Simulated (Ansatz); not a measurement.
TiPt₃

Input file:

```
crystal:
  lattice:
    - [3.897, 0.03897, 0.03897]
    - [0.03897, 3.897, 0.03897]
    - [0.03897, 0.03897, 3.897]
  atoms:
    - { symbol: Ti, position: [0.0, 0.0, 0.0] }
    - { symbol: Pt, position: [0.0, 0.5, 0.5] }
    - { symbol: Pt, position: [0.5, 0.0, 0.5] }
    - { symbol: Pt, position: [0.5, 0.5, 0.0] }
kpoints:
  mp_grid: { grid: [9, 9, 9] }
scf:
  occupations: { method: fermi_dirac, width: 0.05 }
hamiltonian:
  xc: pbesol
  pseudopotentials: { kind: paw }
output:
  forces: true
  stress: true
  eigenvalues: true
  efg: { contact_densities: true }
  write_density: true
  write_potential: true
  elf: true
  volumetric_format: npy
```

Command:

```sh
ansatz run input.yaml --threads 1 --pin off --max-ram 4096MiB --backend cpu --events-out ev --progress --plain --runs-dir out
```

Below, planes, directions and counts refer to the conventional cell (a = 5.46 Å, b = 5.46 Å, c = 6.88 Å, α = 90.00°, β = 90.00°, γ = 120.00°).

Space group R-3m; changed on purpose from its base cell (equal xy, yz and zx shear strains of +2 %, PAW files); computed without spin polarisation.

Computed with DFT, PBEsol, PAW with Ansatz's default frozen-core files, scalar-relativistic in Ansatz.

**What will maps of the valence pseudo-density and electron localisation function show?**

Ti–Pt (2.73 Å): the density is about 0.33 e/Å³ at the midpoint, with its minimum of 0.29 e/Å³ about 1.2 Å from Ti; the ELF is about 0.30 at the midpoint.
Ti–Pt (2.78 Å): ρ is about 0.3 e/Å³ halfway, with its minimum of 0.27 e/Å³ about 1.2 Å from Ti; the ELF is about 0.30 at the midpoint.

**Does the calculation give a band gap?**

It is metallic or semimetallic at this level of theory: no gap opens.

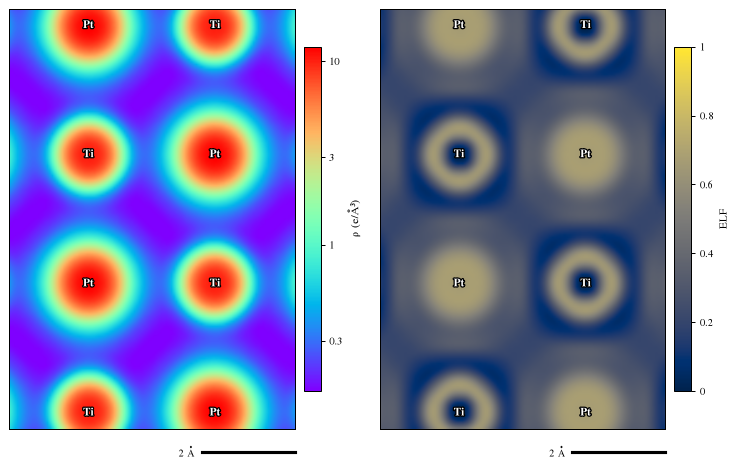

Computed valence pseudo-density and electron localisation function on the (011̄) plane of the conventional cell, in this order. 
